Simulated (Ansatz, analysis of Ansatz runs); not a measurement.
# Interstitial N in bcc Mo, hop from an octahedral to the next octahedral site: migration barrier, PBE, part 2 of 3

Aim: the migration barrier of interstitial N in bcc Mo, hop from an octahedral to the next octahedral site, to be set beside the measurement. Set-up: PBE, 32-site cell, PBE lattice, 420 eV, k: 4x4x4 Gamma-centred, zero-point energy of the moving atom added. The model is a cell of 32 host atoms with 1 N put in. The barrier is the energy of the highest image of a climbing band over the relaxed site that the atom leaves.

Ansatz 0.2.0; PBE, 32-site cell, PBE lattice, 420 eV, k: 4x4x4 Gamma-centred, zero-point energy of the moving atom added.

So far: Starting point; Relaxation, charge 0.

### Step 3. Nudged elastic band

A band of images joins the two ends; its highest image climbs to the saddle, whose energy over the site left is the barrier.

This step: plane-wave PAW DFT, PBE; nudged elastic band between two relaxed defect structures at fixed charge.

Contents of neb/input.yaml:

```yaml
crystal:
  lattice:
    - [0.0, 6.32231142, 6.32231142]
    - [6.32231142, 0.0, 6.32231142]
    - [6.32231142, 6.32231142, 0.0]
  atoms:
    - { symbol: Mo, position: [-0.006604828, -0.006604828, 0.006604828] }
    - { symbol: Mo, position: [0.121677358, 0.121677358, 0.131945517] }
    - { symbol: Mo, position: [0.251431583, 0.251431583, 0.248568417] }
    - { symbol: Mo, position: [0.375, 0.375, 0.380939144] }
    - { symbol: Mo, position: [-0.001431583, -0.001431583, 0.501431583] }
    - { symbol: Mo, position: [0.121677358, 0.121677358, 0.624699767] }
    - { symbol: Mo, position: [0.221720726, 0.221720726, 0.778279274] }
    - { symbol: Mo, position: [0.375, 0.375, 0.869060856] }
    - { symbol: Mo, position: [-0.000893669, 0.499117668, 0.000893669] }
    - { symbol: Mo, position: [0.128343342, 0.621656658, 0.125] }
    - { symbol: Mo, position: [0.250882332, 0.750893669, 0.249106331] }
    - { symbol: Mo, position: [0.374699767, 0.881945517, 0.371677358] }
    - { symbol: Mo, position: [-0.000893669, 0.499117668, 0.500882332] }
    - { symbol: Mo, position: [0.130939144, 0.619060856, 0.625] }
    - { symbol: Mo, position: [0.250882332, 0.750893669, 0.749117668] }
    - { symbol: Mo, position: [0.375300233, 0.868054483, 0.878322642] }
    - { symbol: Mo, position: [0.499117668, -0.000893669, 0.000893669] }
    - { symbol: Mo, position: [0.621656658, 0.128343342, 0.125] }
    - { symbol: Mo, position: [0.750893669, 0.250882332, 0.249106331] }
    - { symbol: Mo, position: [0.881945517, 0.374699767, 0.371677358] }
    - { symbol: Mo, position: [0.499117668, -0.000893669, 0.500882332] }
    - { symbol: Mo, position: [0.619060856, 0.130939144, 0.625] }
    - { symbol: Mo, position: [0.750893669, 0.250882332, 0.749117668] }
    - { symbol: Mo, position: [0.868054483, 0.375300233, 0.878322642] }
    - { symbol: Mo, position: [0.498568417, 0.498568417, 0.001431583] }
    - { symbol: Mo, position: [0.628322642, 0.628322642, 0.118054483] }
    - { symbol: Mo, position: [0.756604828, 0.756604828, 0.243395172] }
    - { symbol: Mo, position: [0.875, 0.875, 0.378343342] }
    - { symbol: Mo, position: [0.528279274, 0.528279274, 0.471720726] }
    - { symbol: Mo, position: [0.628322642, 0.628322642, 0.625300233] }
[... 2 lines left out ...]
    - { symbol: "N", position: [0.375, 0.375, 0.625] }
basis:
  ecutwfc: 420
  xc_grid: 2
hamiltonian:
  xc: pbe
kpoints:
  mp_grid: { grid: [4, 4, 4] }
scf:
  occupations: { method: methfessel_paxton, width: 0.1 }
  max_iter: 120
output:
  forces: true
neb:
  images: 3
  f_tol: 0.04
  climbing: true
  initial_path: idpp
  max_iterations: 45
  order_check: false
  final_atoms:
[... 24 lines left out ...]
    - { symbol: Mo, position: [0.503612491, 0.499568108, -0.006955054] }
    - { symbol: Mo, position: [0.626183489, 0.62338554, 0.124096812] }
    - { symbol: Mo, position: [0.750289857, 0.745924548, 0.253333773] }
    - { symbol: Mo, position: [0.874396225, 0.875161509, 0.375872781] }
    - { symbol: Mo, position: [0.494350786, 0.499267877, 0.499990444] }
    - { symbol: Mo, position: [0.626721443, 0.622836291, 0.623558858] }
    - { symbol: Mo, position: [0.743344359, 0.75259051, 0.753313077] }
    - { symbol: Mo, position: [0.868685043, 0.880872691, 0.881595258] }
    - { symbol: "N", position: [0.250289857, 0.499267877, 0.499990444] }
```

Started as:

```bash
$ ansatz run input.yaml --threads 4 --pin off --max-ram 14131MiB --backend cpu --events-out ev --progress --plain --runs-dir out
```

Numbers of over 12 decimals in the logs are rounded to 6 here.

Log:

```text
[...]
Warning: neb: disabling space-group detection — the band's intermediate images generally break the endpoint symmetry, so no spatial operation reduces the k-mesh or symmetrises the density, except that a semilocal band can use its path's symmetry ahead of [...]
[...]
NEB image 0
Crystal: 33 atoms, lattice volume = 505.426 Å³
Basis set: ecut = 420 eV, 9841 PW (Γ), exchange–correlation on 120×120×120 points (8 copies of the dense FFT grid, shifted against one another)
Bands: 272, of which v1, the nominal top of the filled ones, is band 227 counted from 1 (226 counted from 0)
Symmetry: 1 space group operations
k-points: 36 of 64 (time reversal used)
[...]
SCF iter   1: F=—  HF=-158975.982063 eV  |F-HF|=—  |Δ(HF+E_count)|=         —  Δρ=6.33e-3  dr2=6.54e-1  ethr=1.77e-3  ⟨swp⟩=4.2  Hψ=32033  notcnv=0
[...]
SCF iter   7: F=-158975.937096 eV  HF=-158975.937096 eV  |F-HF|=6.46e-9  |Δ(HF+E_count)|=   3.85e-8  S|Δr|=    0.00e0  Δρ=1.91e-6  dr2=1.74e-8  ethr=2.21e-11  ⟨swp⟩=4.0  Hψ=29845  notcnv=0
SCF 1 converged in 7 iterations: F = -158975.937096 eV  dr2 = 1.74e-8
[...]
NSCF: frozen V_eff on 36 k-points
NEB image 4
SCF iter   1: F=—  HF=-158975.982082 eV  |F-HF|=—  |Δ(HF+E_count)|=         —  Δρ=6.33e-3  dr2=6.54e-1  ethr=1.77e-3  ⟨swp⟩=4.2  Hψ=31989  notcnv=0
[...]
SCF iter   7: F=-158975.937096 eV  HF=-158975.937096 eV  |F-HF|=6.52e-9  |Δ(HF+E_count)|=   3.89e-8  S|Δr|=    0.00e0  Δρ=1.92e-6  dr2=1.76e-8  ethr=2.21e-11  ⟨swp⟩=4.0  Hψ=29843  notcnv=0
SCF 2 converged in 7 iterations: F = -158975.937096 eV  dr2 = 1.76e-8
[...]
NEB end point (image 0): max|allowed force component| = 2.868e-3 eV/Å (the criterion of neb.relax_end_points is 1.000e-2)
NEB end point (image 4): max|allowed force component| = 2.865e-3 eV/Å (the criterion of neb.relax_end_points is 1.000e-2)
NEB image 1
SCF iter   1: F=—  HF=-158975.175345 eV  |F-HF|=—  |Δ(HF+E_count)|=         —  Δρ=6.69e-3  dr2=6.44e-1  ethr=1.77e-3  ⟨swp⟩=4.3  Hψ=31434  notcnv=0
[...]
SCF iter   7: F=-158975.125045 eV  HF=-158975.125045 eV  |F-HF|=9.84e-9  |Δ(HF+E_count)|=   3.28e-8  S|Δr|=    0.00e0  Δρ=1.76e-6  dr2=1.68e-8  ethr=2.21e-11  ⟨swp⟩=4.0  Hψ=29856  notcnv=0
SCF 3 converged in 7 iterations: F = -158975.125045 eV  dr2 = 1.68e-8
NEB image 2
SCF iter   1: F=—  HF=-158974.740464 eV  |F-HF|=—  |Δ(HF+E_count)|=         —  Δρ=7.63e-3  dr2=8.30e-1  ethr=1.77e-3  ⟨swp⟩=4.2  Hψ=31236  notcnv=0
[...]
SCF iter   7: F=-158974.672526 eV  HF=-158974.672526 eV  |F-HF|=8.35e-9  |Δ(HF+E_count)|=   2.81e-8  S|Δr|=    0.00e0  Δρ=1.78e-6  dr2=1.68e-8  ethr=2.21e-11  ⟨swp⟩=4.0  Hψ=29875  notcnv=0
SCF 4 converged in 7 iterations: F = -158974.672526 eV  dr2 = 1.68e-8
NEB image 3
SCF iter   1: F=—  HF=-158975.414417 eV  |F-HF|=—  |Δ(HF+E_count)|=         —  Δρ=6.77e-3  dr2=6.72e-1  ethr=1.77e-3  ⟨swp⟩=4.2  Hψ=31354  notcnv=0
[...]
SCF iter   7: F=-158975.361753 eV  HF=-158975.361753 eV  |F-HF|=8.44e-9  |Δ(HF+E_count)|=   3.21e-8  S|Δr|=    0.00e0  Δρ=1.78e-6  dr2=1.63e-8  ethr=2.21e-11  ⟨swp⟩=4.0  Hψ=29884  notcnv=0
SCF 5 converged in 7 iterations: F = -158975.361753 eV  dr2 = 1.63e-8
NEB iter   1: max|band force component| = 4.651e0 eV/Å  barrier→ = 1.2646 eV  barrier← = 1.2646 eV  Δτ_max = 0.1120 Å  (35 SCF iters)
NEB image 1
[...]
SCF iter   7: F=-158975.338850 eV  HF=-158975.338850 eV  |F-HF|=4.54e-9  |Δ(HF+E_count)|=   4.75e-8  S|Δr|=    0.00e0  Δρ=1.54e-6  dr2=1.09e-8  ethr=2.21e-11  ⟨swp⟩=4.0  Hψ=29904  notcnv=0
SCF 6 converged in 7 iterations: F = -158975.338850 eV  dr2 = 1.09e-8
NEB image 2
[...]
SCF iter   7: F=-158974.860016 eV  HF=-158974.860016 eV  |F-HF|=7.07e-9  |Δ(HF+E_count)|=   5.95e-8  S|Δr|=    0.00e0  Δρ=1.87e-6  dr2=1.65e-8  ethr=2.21e-11  ⟨swp⟩=4.0  Hψ=29923  notcnv=0
SCF 7 converged in 7 iterations: F = -158974.860016 eV  dr2 = 1.65e-8
NEB image 3
[...]
SCF iter   7: F=-158975.401403 eV  HF=-158975.401403 eV  |F-HF|=6.69e-9  |Δ(HF+E_count)|=   6.79e-8  S|Δr|=    0.00e0  Δρ=1.70e-6  dr2=1.50e-8  ethr=2.21e-11  ⟨swp⟩=4.0  Hψ=29884  notcnv=0
SCF 8 converged in 7 iterations: F = -158975.401403 eV  dr2 = 1.50e-8
NEB iter   2: max|band force component| = 1.784e0 eV/Å  barrier→ = 1.0771 eV  barrier← = 1.0771 eV  Δτ_max = 0.0506 Å  (21 SCF iters)
NEB image 1
[...]
SCF iter   7: F=-158975.510383 eV  HF=-158975.510383 eV  |F-HF|=5.09e-9  |Δ(HF+E_count)|=   3.61e-8  S|Δr|=    0.00e0  Δρ=1.32e-6  dr2=9.81e-9  ethr=2.21e-11  ⟨swp⟩=4.0  Hψ=29824  notcnv=0
SCF 9 converged in 7 iterations: F = -158975.510383 eV  dr2 = 9.81e-9
NEB image 2
[...]
SCF iter   7: F=-158975.092701 eV  HF=-158975.092701 eV  |F-HF|=5.65e-9  |Δ(HF+E_count)|=   4.76e-8  S|Δr|=    0.00e0  Δρ=1.53e-6  dr2=1.23e-8  ethr=2.21e-11  ⟨swp⟩=4.0  Hψ=29854  notcnv=0
SCF 10 converged in 7 iterations: F = -158975.092701 eV  dr2 = 1.23e-8
NEB image 3
[...]
SCF iter   7: F=-158975.530746 eV  HF=-158975.530746 eV  |F-HF|=4.54e-9  |Δ(HF+E_count)|=   2.65e-8  S|Δr|=    0.00e0  Δρ=1.18e-6  dr2=8.10e-9  ethr=2.21e-11  ⟨swp⟩=4.0  Hψ=27128  notcnv=0
SCF 11 converged in 7 iterations: F = -158975.530746 eV  dr2 = 8.10e-9
NEB iter   3: max|band force component| = 8.006e-1 eV/Å  barrier→ = 0.8444 eV  barrier← = 0.8444 eV  Δτ_max = 0.0368 Å  (21 SCF iters)
[...]
NEB iter   4: max|band force component| = 3.380e-1 eV/Å  barrier→ = 0.7966 eV  barrier← = 0.7966 eV  CI = image 2  Δτ_max = 0.0449 Å  (18 SCF iters)
[...]
NEB iter   5: max|band force component| = 1.308e-1 eV/Å  barrier→ = 0.7863 eV  barrier← = 0.7863 eV  CI = image 2  Δτ_max = 0.0350 Å  (18 SCF iters)
[...]
NEB iter   6: max|band force component| = 5.790e-2 eV/Å  barrier→ = 0.7844 eV  barrier← = 0.7844 eV  CI = image 2  Δτ_max = 0.0032 Å  (18 SCF iters)
NEB image 1
[...]
SCF iter   5: F=-158975.543201 eV  HF=-158975.543201 eV  |F-HF|=1.55e-8  |Δ(HF+E_count)|=   3.48e-8  S|Δr|=    0.00e0  Δρ=1.61e-6  dr2=2.10e-8  ethr=2.21e-11  ⟨swp⟩=4.0  Hψ=28247  notcnv=0
SCF 21 converged in 5 iterations: F = -158975.543201 eV  dr2 = 2.10e-8
NEB image 2
[...]
SCF iter   5: F=-158975.152973 eV  HF=-158975.152973 eV  |F-HF|=1.32e-8  |Δ(HF+E_count)|=   4.39e-8  S|Δr|=    0.00e0  Δρ=1.53e-6  dr2=1.86e-8  ethr=2.21e-11  ⟨swp⟩=4.0  Hψ=29842  notcnv=0
SCF 22 converged in 5 iterations: F = -158975.152973 eV  dr2 = 1.86e-8
NEB image 3
[...]
SCF iter   5: F=-158975.543906 eV  HF=-158975.543906 eV  |F-HF|=1.23e-8  |Δ(HF+E_count)|=   1.36e-8  S|Δr|=    0.00e0  Δρ=1.42e-6  dr2=1.67e-8  ethr=2.21e-11  ⟨swp⟩=4.0  Hψ=26921  notcnv=0
SCF 23 converged in 5 iterations: F = -158975.543906 eV  dr2 = 1.67e-8
NEB image 1
[...]
NEB image 3
[...]
NEB image 2
[...]
NEB iter   7: max|band force component| = 1.942e-2 eV/Å  barrier→ = 0.7841 eV  barrier← = 0.7841 eV  CI = image 2  Δτ_max = 0.0000 Å  (15 SCF iters)
SCF converged after 5 iterations
[...]
Free energy (F): -158975.152973 eV
[...]
Internal energy: -158975.153573 eV  (E = F + TS)
E sigma→0 (E₀):  -158975.153123 eV
Entropy (-TS):   0.000600 eV (0.018 meV/atom)
Fermi energy:    21.047655 eV
Step filling:    the computed levels leave a gap of 0.0002 eV = 0.0 smearing widths at the electron count; against every level under it full and every level over it empty, smearing changes F+E_penalty+E_count by -0.828 meV and its σ→0 estimate by -0.978 meV
[...]
--- Forces (eV/Å), atoms counted from 1 ---
  atom   1  Mo    -0.00178257     0.00141500     0.01106188
  atom   2  Mo     0.00333268     0.00203814    -0.00818839
  [... 1 atom left out ...]
  atom   4  Mo    -0.00723230    -0.00071565    -0.00117376
  [... 2 atoms left out ...]
  atom   7  Mo    -0.00084073    -0.00304115     0.00664096
  atom   8  Mo     0.00572423     0.00461360    -0.00419601
  [... 2 atoms left out ...]
  atom  11  Mo    -0.00142485    -0.00412276     0.00855033
  [... 2 atoms left out ...]
  atom  14  Mo     0.01160879    -0.00236752    -0.00102699
  [... 4 atoms left out ...]
  atom  19  Mo    -0.00335881    -0.00317095     0.00768824
  [... 1 atom left out ...]
  atom  21  Mo    -0.00144045     0.00100856     0.00342778
  atom  22  Mo    -0.00262810     0.00439640    -0.00416413
  [... 6 atoms left out ...]
  atom  29  Mo    -0.00070999     0.00327871     0.01330449
  [... 3 atoms left out ...]
  atom  33  N     -0.00396890     0.00102683    -0.01689723
  max |Σ_I F_I| component: 6.36e-6 eV/Å
--- Band table (eV; the first three rows and the last of 36) ---
[...]
[... further k-points left out ...]
this run last wrote the band of iteration 7 to <dir>
--- NEB band (5 images, 7 band iterations, 146 SCF iterations) ---
  forward barrier  = 0.784123 eV
  backward barrier = 0.784123 eV
  lagrangian_above_aufbau_ev (what the smearing adds, to first order; not taken off the barriers): saddle image -0.000828 eV, end points -0.000964 and -0.000964 eV
  climbing image's point = of an order that was not read
  energies are F+E_penalty+E_count in eV, relative to image 0
  image     s (Å)  Δ vs image 0  max|band force component| (eV/Å)
      0    0.0000      0.000000                                 —
      1    0.4608      0.393895                          1.505e-2
  *   2    0.9215      0.784123                          1.690e-2
      3    1.3816      0.393190                          1.942e-2
      4    1.8417     -0.000000                                 —
  climbing-image geometry (image 2):
  cell:  # Å, volume = 505.4261 Å³
    - [0.0, 6.32231142, 6.32231142]
    - [6.32231142, 0.0, 6.32231142]
    - [6.32231142, 6.32231142, 0.0]
  atoms:
    - { symbol: Mo, position: [-0.002301, -0.002941, 0.002601] }
    - { symbol: Mo, position: [0.123084, 0.120274, 0.130629] }
    - { symbol: Mo, position: [0.250920, 0.247477, 0.245616] }
    - { symbol: Mo, position: [0.386910, 0.362910, 0.357118] }
    - { symbol: Mo, position: [-0.004284, 0.005308, 0.500885] }
    - { symbol: Mo, position: [0.125416, 0.123524, 0.623837] }
    - { symbol: Mo, position: [0.238377, 0.231792, 0.767857] }
    - { symbol: Mo, position: [0.376411, 0.373466, 0.877470] }
    - { symbol: Mo, position: [-0.001073, 0.498492, 0.002079] }
    - { symbol: Mo, position: [0.126497, 0.623373, 0.125124] }
    - { symbol: Mo, position: [0.248865, 0.752117, 0.247542] }
    - { symbol: Mo, position: [0.374093, 0.876685, 0.375148] }
    - { symbol: Mo, position: [-0.002524, 0.500752, 0.498907] }
    - { symbol: Mo, position: [0.107314, 0.642501, 0.636711] }
    - { symbol: Mo, position: [0.251217, 0.750671, 0.749881] }
    - { symbol: Mo, position: [0.374380, 0.868970, 0.879348] }
    - { symbol: Mo, position: [0.498762, -0.000233, -0.000111] }
    - { symbol: Mo, position: [0.627623, 0.122268, 0.122370] }
    - { symbol: Mo, position: [0.752121, 0.249770, 0.248978] }
    - { symbol: Mo, position: [0.880941, 0.375491, 0.372796] }
    - { symbol: Mo, position: [0.499848, -0.002430, 0.501162] }
    - { symbol: Mo, position: [0.627766, 0.122111, 0.626121] }
    - { symbol: Mo, position: [0.749845, 0.250852, 0.748800] }
    - { symbol: Mo, position: [0.873175, 0.375771, 0.876054] }
    - { symbol: Mo, position: [0.502248, 0.498775, -0.005651] }
    - { symbol: Mo, position: [0.626353, 0.624437, 0.122914] }
    - { symbol: Mo, position: [0.752651, 0.752076, 0.247590] }
    - { symbol: Mo, position: [0.875411, 0.874456, 0.376217] }
    - { symbol: Mo, position: [0.517982, 0.511341, 0.488303] }
    - { symbol: Mo, position: [0.629606, 0.626817, 0.624113] }
    - { symbol: Mo, position: [0.744352, 0.754039, 0.752187] }
    - { symbol: Mo, position: [0.872652, 0.877246, 0.877353] }
    - { symbol: N, position: [0.312644, 0.437261, 0.562393] }
```

It took 54 min on 4 threads of Arm Neoverse V2, shared host; peak memory 11 GiB; 3.6 h of CPU time.

In the SCF lines HF is the Harris–Foulkes energy and dr2 the Hartree energy of the density residual, in eV; the loop may stop once dr2 is under the threshold and the program's other checks hold. Hψ counts applications of the Hamiltonian.

The path, image by image:

```tsv
image	path (Å)	energy (eV)	N33: x, y, z (Å)
0	0.000	0.0000	6.322, 6.322, 4.742
1	0.461	0.3939	6.319, 5.916, 4.742
2	0.922	0.7841	6.320, 5.532, 4.741
3	1.382	0.3932	6.319, 5.149, 4.741
4	1.842	0.0000	6.318, 4.744, 4.739
```

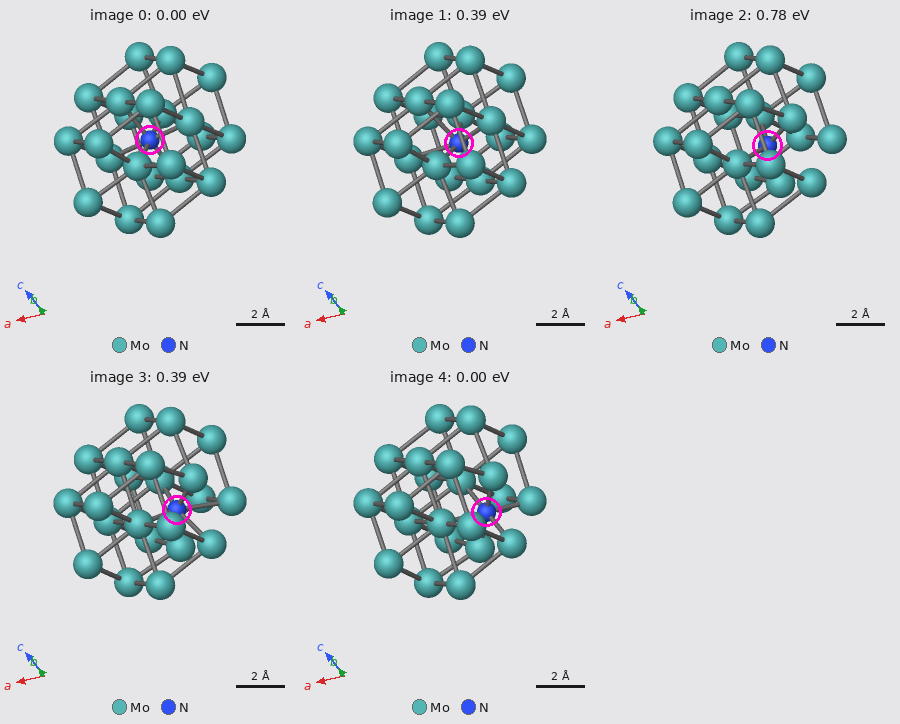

Images along the path; N33 is ringed.

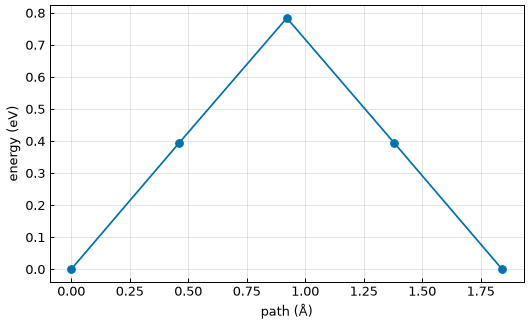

Energy along the path.

Read from the output:

| Property | Result |
| --- | --- |
| free energy | -158975.1530 eV |
| smearing term TS | -6.00e-4 eV |
| barrier forward | 0.7841 eV |
| barrier backward | 0.7841 eV |

(Part 2 of 3 ends here.)

[Logs are printed without paths, hosts, clocks, repeated set-up lines and the standing remarks that a program may print on its own settings, such as how far it seeks lower states.]

[Hosts, paths, dates, database ids (printed as entryN), source tags and the programs' standing remarks are cut or masked in the printed files.]

[For some hosts the program warned that the k-mesh of the response run may be too coarse for force constants and the static dielectric constant; such warnings are not shown here.]
